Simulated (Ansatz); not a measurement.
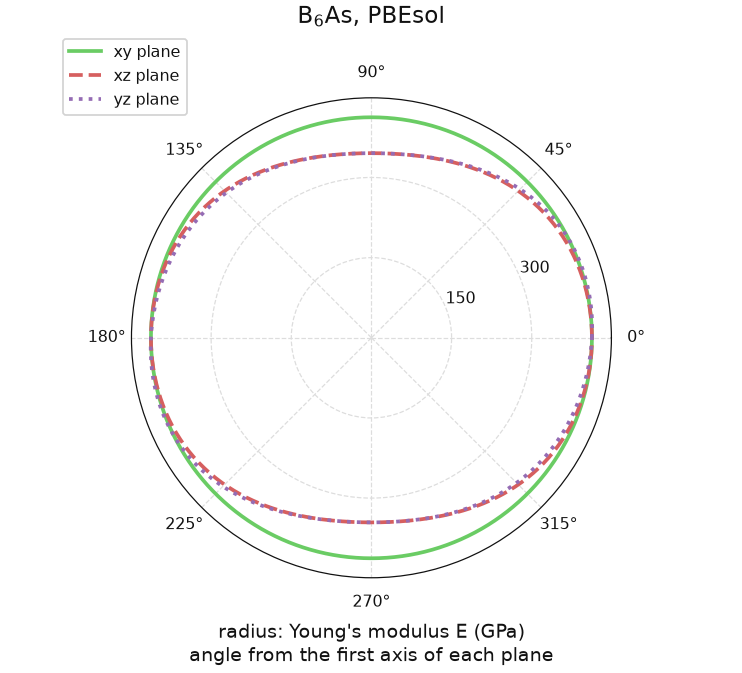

How it was computed, with Ansatz 0.2.0: elastic stress-strain coefficients at zero temperature from small strains of the given cell, Voigt order xx yy zz yz xz xy, Cartesian axes of the cell vectors; plane waves with PAW datasets, Γ-centred k mesh. Level: PBEsol, no spin polarisation.

- wave cutoff: 420 eV
- k mesh: 6×6×6
- occupations: fixed
- ions: relaxed
- strain amplitude: 0.002

Structure:
```yaml
crystal:
  lattice:
    - [3.06138, 1.76749, 3.94786]
    - [-3.06138, 1.76749, 3.94786]
    - [0.00000, -3.53497, 3.94786]
  atoms:
    - { symbol: B, position: [0.01568, 0.01568, 0.32466] }
    - { symbol: B, position: [0.01568, 0.32466, 0.01568] }
    - { symbol: B, position: [0.82180, 0.27259, 0.82180] }
    - { symbol: B, position: [0.82180, 0.82180, 0.27259] }
    - { symbol: B, position: [0.27259, 0.82180, 0.82180] }
    - { symbol: B, position: [0.72741, 0.17820, 0.17820] }
    - { symbol: B, position: [0.17820, 0.72741, 0.17820] }
    - { symbol: B, position: [0.17820, 0.17820, 0.72741] }
    - { symbol: B, position: [0.98432, 0.67534, 0.98432] }
    - { symbol: B, position: [0.98432, 0.98432, 0.67534] }
    - { symbol: B, position: [0.67534, 0.98432, 0.98432] }
    - { symbol: B, position: [0.32466, 0.01568, 0.01568] }
    - { symbol: As, position: [0.60080, 0.60080, 0.60080] }
    - { symbol: As, position: [0.39920, 0.39920, 0.39920] }
```

**Figure.** Young's modulus as a function of direction in the xy, xz and yz planes for B₆As, space group R-3m (No. 166).

Over all directions E runs from 345 to 416 GPa, a ratio of 1.20. E is 413 GPa along x, 413 GPa along y and 345 GPa along z, and 395 GPa along the body diagonal x + y + z. The Hill averages are K = 189 GPa and G = 172 GPa, Poisson's ratio 0.15; K/G = 1.10.
